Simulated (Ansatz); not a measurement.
# Fe: which magnetic state does the SCF reach?, part 3 of 3

Wanted: the lowest electronic state of Fe in this cell. One SCF may end in a higher state, so several starts are tried. The cell (2 atoms) is Fe in the deposited crystal structure (space group Im-3m, primitive cell doubled). Source: COD entry 4113931.

Ansatz 0.2.0; DFT HSE06, PAW, plane waves, scalar-relativistic. Earlier steps stand in the parts before.

## Step 9: The runs side by side

| step | iterations | state | moments of Fe1 Fe2 (μB) | total (μB) | gap (eV) | pressure (GPa) | above lowest (meV/atom) |
| --- | --- | --- | --- | --- | --- | --- | --- |
| 2 | 30 | 1 | 3.00 3.00 | 5.53 | none | 7.2 | 0.0 |
| 3 | 122 | 2 | 3.11 -3.11 | 0.00 | none | 17.7 | 426 |
| 4 | 77 | 3 | 0.00 0.00 | 0.00 | none | -16.3 | 2339 |
| 5 | 32 | 1 | 3.00 3.00 | 5.53 | none | 7.2 | 0.0 |
| 6 | 36 | 1 | 3.00 3.00 | 5.53 | none | 7.2 | 0.0 |
| 7 | 38 | 1 | 3.00 3.00 | 5.53 | none | 7.2 | 0.0 |
| 8 | 51 | 1 | 3.00 3.00 | 5.53 | none | 7.2 | 0.0 |

States are numbered from the lowest. Starts by step: 2 parallel moments, plain SCF; 3 opposed moments +-, plain SCF; 4 no spin polarisation; 5 spin on, no moments given (the program may seed its own), plain SCF; 6 parallel moments scaled by 0.2, plain SCF; 7 moments ++ scaled by 1.4, plain SCF; 8 a moment on one site alone, plain SCF.

The 7 runs of this session took 3.4 min in all, from 24 s to 54 s each.

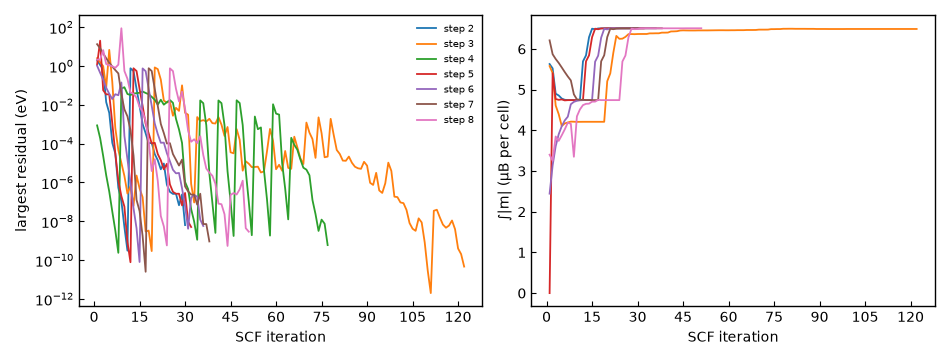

Residual and absolute moment along the iterations.

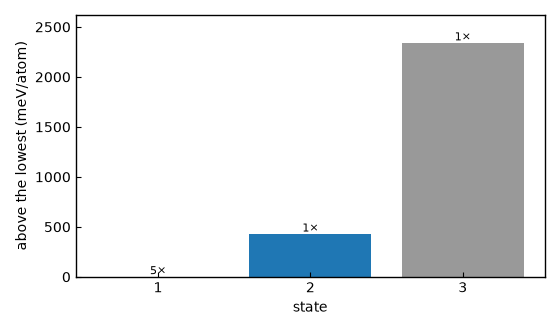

Energy of each distinct state, with the number of starts that reached it (red ferromagnetic, blue opposed moments, grey non-magnetic, green other).

## Step 10: Outcome

What follows sums up all 3 parts.

| quantity | value |
| --- | --- |
| distinct states | 3 from 7 converged runs |
| lowest state from plain starts | ferromagnetic |
| its moments | Fe1 3.00, Fe2 3.00 μB |
| total moment | 5.53 μB per cell |
| gap on the k-mesh | none |
| pressure | 7.2 GPa |
| largest force | 0.000 eV/Å |
| next state | antiferromagnetic, 426 meV/atom higher |
| highest state | non-magnetic (no spin polarisation), 2339 meV/atom higher |

What this shows: 7 runs converged, to 3 different states. Switching spin polarisation off costs 2339 meV/atom in free energy, smearing entropy included. The best antiferromagnetic state lies 426 meV/atom above the best ferromagnetic one; partly filled bands take part, so the difference isn't exchange alone. These are lowest states among those tried, not proven ground states. The mesh is coarse, so energy differences (and at times their sign) aren't converged.
